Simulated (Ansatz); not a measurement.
Input file:

```
crystal:
  lattice:
    - [2.8694187012, 0.0, 0.0]
    - [-1.4347093506, 2.4849894893, 0.0]
    - [0.0, 0.0, 14.0023965049]
  atoms:
    - { symbol: Al, position: [0.0, 0.0, 0.0] }
    - { symbol: Al, position: [0.3333333333, 0.6666666667, 0.1666666667] }
    - { symbol: Al, position: [0.6666666667, 0.3333333333, 0.3333333333] }
    - { symbol: Al, position: [0.3333333333, 0.6666666667, 0.5] }
    - { symbol: Al, position: [0.6666666667, 0.3333333333, 0.6666666667] }
    - { symbol: Al, position: [0.3333333333, 0.6666666667, 0.8333333333] }
basis:
  ecutwfc: 420
kpoints:
  mp_grid: { grid: [18, 18, 4] }
hamiltonian:
  xc: pbe
scf:
  occupations: { method: gaussian, width: 0.1 }
output:
  forces: true
  stress: true
  eigenvalues: true
  populations: true
  write_density: true
  write_potential: true
  elf: true
  volumetric_format: npy
relax:
  adjacent_minimum: "off"
  f_tol: 0.01
  max_steps: 45
  cell: { stress_tol: 0.05 }
```

Command:

```sh
ansatz run input.yaml --threads 1 --pin off --max-ram 2560MiB --backend cpu --events-out ev --progress --plain --runs-dir out
```

Below, planes, directions and counts refer to the conventional cell (a = 2.85 Å, b = 2.85 Å, c = 14.13 Å, α = 90.00°, β = 90.00°, γ = 120.00°).

The fields are those of the relaxed geometry.

Space group P-6m2; a generated structure, not necessarily the stable one.

All numbers below come from DFT PBE, scalar-relativistic, plane waves, PAW (Ansatz 0.2.0).

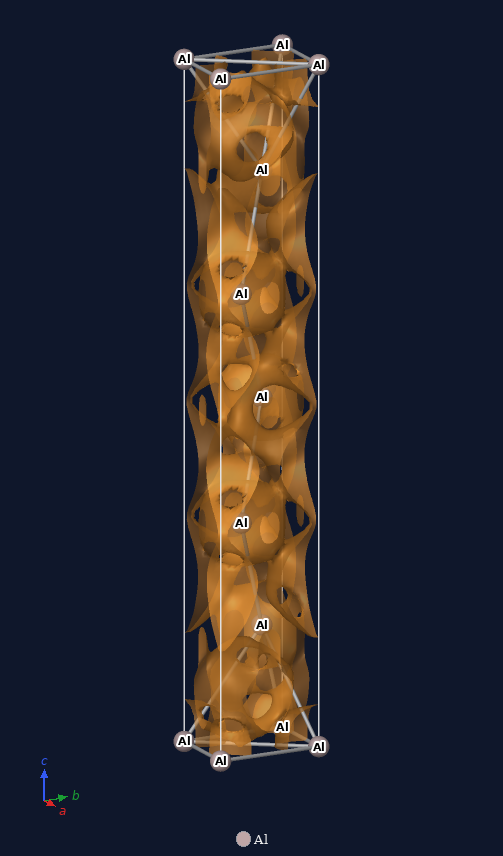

Al. Isosurface of the electron localisation function at 0.55 (orange), seen slightly off an axis. Core shells and regions of very low density are left out. Sticks mark near contacts.

**What do the ELF domains correspond to?**

At this value the surface marks out one network that runs through the whole crystal, counted in one cell of 6 atoms. Regions shared between cells count once. There are no localised bonds or lone pairs at this value. Along the contacts the grid gives the following. Al–Al (2.85 Å): the ELF peaks at about 0.65 between the atoms.
